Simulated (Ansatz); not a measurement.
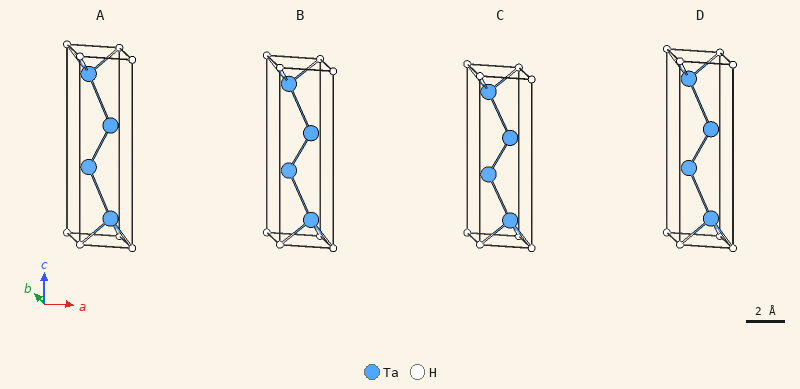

4 geometries from one relaxation of solid Ta4H (a generated structure, set up in P-3m1) (coarse preliminary run), in shuffled order. Style: ball-and-stick. Shown: the cell of the calculation, slightly off an axis.

The calculation used DFT PBE, scalar-relativistic, plane waves, PAW in Ansatz. Settings: plane-wave cutoff 420 eV; k-point mesh 6 × 6 × 2; occupations gaussian; smearing width 0.1 eV; no spin polarisation; cell and atoms relaxed; force threshold 0.04 eV/Å; at most 70 steps.

**Put them in the order of the run, from the start to the converged end.**

C, B, D, A. They are steps 0, 1, 2, 6, at +254 meV per atom, +49.7 meV per atom, +17.4 meV per atom relative to the last. The largest moves relative to the cell, 0.047 Å, are those of Ta atoms. H stays in place. The volume changes by +14.5 %, with a = b 2.886 → 2.924 Å (+1.3 %), c 9.281 → 10.363 Å (+11.7 %). Near-neighbour distances that change, for instance: Ta–Ta 2.802 → 3.060 Å, Ta–Ta 2.830 → 3.075 Å, Ta–Ta 2.996 → 3.173 Å, H–Ta 2.080 → 2.157 Å. Bond angles that change, for instance: Ta–H–Ta 92.1° → 94.7°, Ta–H–Ta 87.9° → 85.3°. The space group stays P-3m1 (No. 164). After 5 accepted moves (6 points after the start) the energy has fallen by 254 meV per atom. The largest force component goes from 0.95 to 0.0013 eV/Å. The pressure goes from 34.80 to 0.14 GPa. The SCF was repeated once at an unchanged geometry on a basis and grid sized afresh for the cell, which shifted the energy by 2.1 meV per atom at most.
